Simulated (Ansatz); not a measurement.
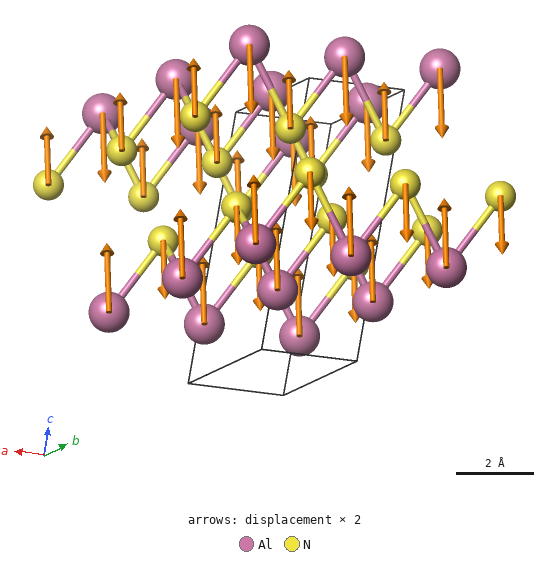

A relaxation of solid AlN (a generated structure, set up in R-3m). The starting structure is drawn; orange arrows show the displacements (the part carried along by the change of the cell is left out), 2 times their true length.

The picture is a ball-and-stick view of the cell of the calculation, repeated 3 × 3 × 1 with one cell outlined, seen from a free direction.

All numbers below come from DFT, PAW plane waves, r2SCAN in Ansatz. Set-up: plane-wave cutoff 500 eV; k-point mesh 8 × 8 × 8; occupations gaussian; smearing width 0.0167 eV; no spin polarisation; cell and atoms relaxed; at most 40 steps.

Describe the change and its energy.

Answer. The largest moves relative to the cell, 1.03 Å, are those of Al atoms. Largest moves by element: Al 1.03 Å, N 0.87 Å. The volume changes by +42.8 %, with a = b 2.604 → 3.105 Å (+19.2 %), c 7.986 → 8.082 Å (+1.2 %), α 80.6° → 78.9°, β 99.4° → 101.1°. Among the contacts that change: Al–Al 2.455 → 4.397 Å, Al–N 2.420 → 1.793 Å. Bonds break: Al–Al (2.46 → 4.40 Å). Bond angles that change, for instance: Al–N–Al 65.1° → 120.0°, N–Al–N 65.1° → 120.0°. The space group stays R-3m (No. 166). After 12 accepted moves (14 points after the start) the energy has fallen by 3228 meV per atom. Largest force component: 5.5 eV/Å at the start, 0.0013 eV/Å at the end. Pressure: 0.22 GPa at the start and 0.00 GPa at the end. At 2 points the geometry stayed and the basis and grid were re-selected for the new cell (energy shift of 10.2 meV per atom at most each time). The run took of the order of 2.2 core-minutes on a shared host.
